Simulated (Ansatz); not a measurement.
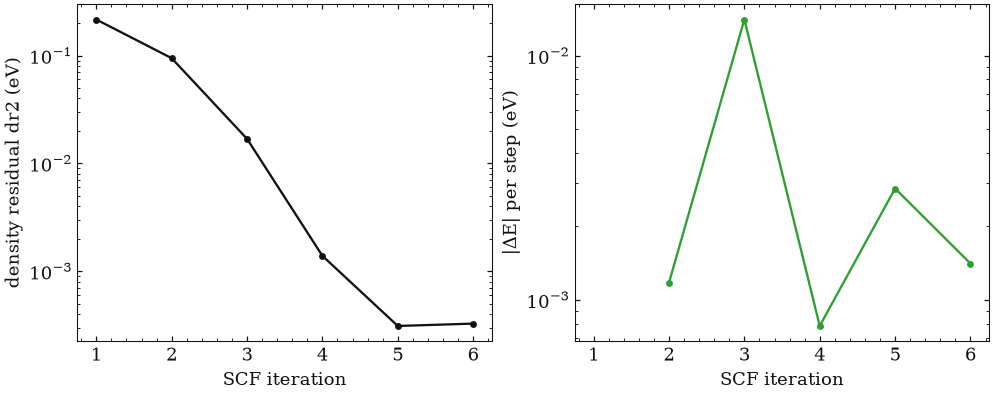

The plot shows the SCF iterations of a calculation: density residual dr2, step-to-step change of the Harris–Foulkes energy. dr2 is the charge part; the magnetisation has a residual of its own.

Ni (2 atoms in the cell), run with Ansatz.

```
crystal:
  lattice:
    - [0.0, -1.7592606502, -1.7592606502]
    - [0.0, 1.7592606502, -1.7592606502]
    - [3.5185213004, 0.0, 0.0]
  atoms:
    - { symbol: Ni, position: [0.5, 0.5, 0.5213157726], spin: 0.75 }
    - { symbol: Ni, position: [0.0, 0.0, -0.0213157726], spin: 0.75 }
  symmetry: { detect: false }
basis:
  ecutwfc: 420
kpoints:
  mp_grid: { grid: [24, 24, 18] }
hamiltonian:
  xc: pbe
scf:
  occupations: { method: gaussian, width: 0.15 }
  initial_density: { chi_scale: 0.1 }
  lower_state_search: "off"
output:
  forces: true
  eigenvalues: true
  stress: true
magnetization:
  spin_polarized: true
```

Run as:
```bash
ansatz run input.yaml --threads 2 --pin off --max-ram 5120MiB --backend cpu --events-out ev --progress --plain --runs-dir out
```

Question: Was self-consistency reached?

Answer: It did not finish: the time limit cut it off after 6 iterations. The residual goes from 0.22 at the first step to 3 × 10⁻⁴ at the last.

Question: What is the residual at the start and at the end?

Answer: It starts near 0.22 and ends near 3 × 10⁻⁴ eV.
